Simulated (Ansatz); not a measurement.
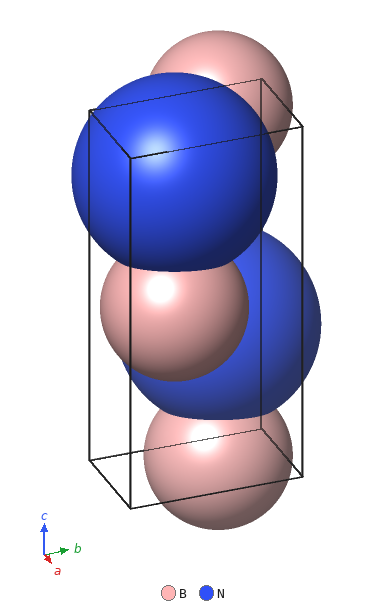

The image is a space-filling drawing of a crystal, viewed slightly off an axis. One conventional unit cell is framed, with atoms on its boundary repeated.

BN, wurtzite, space group P6_3mc (No. 186), a = 2.544 Å, b = 2.544 Å, c = 4.040 Å, α = 90.00°, β = 90.00°, γ = 120.00°. Starting structure: a structure type filled with these elements by a generator (whether the compound takes this form wasn't checked). The cell was then strained or its atoms displaced on purpose. It was run through Ansatz as a DFT input.

This one geometry was computed with Ansatz (DFT, plane waves, PAW) at three levels of theory: r2SCAN, PBE and HSE06. It was relaxed with r2SCAN and then strained.

**Which level gives the highest pressure at this volume, and what does that say about its equilibrium volume?**

Highest: PBE (22.7 GPa), which points to the largest equilibrium volume. Lowest, with the smallest volume: HSE06 (13.6 GPa). Levels within 0.5 GPa of each other can't be told apart.

**How does the band gap change with the level of theory?**

PBE: a gap of 5.36 eV, indirect; r2SCAN: a gap of 5.92 eV, indirect; HSE06: a gap of 6.69 eV, indirect.

**Collect the results in a table.**

| level | cutoff (eV) | k-mesh of the run's cell | gap (eV) | pressure (GPa) |
| --- | --- | --- | --- | --- |
| r2SCAN | 500 | 12×12×6 | 5.92 | 18.2 |
| PBE | 420 | 12×12×6 | 5.36 | 22.7 |
| HSE06 | 420 | 9×9×4 | 6.69 | 13.6 |

Gaps are taken on the k-mesh or band path of each run.
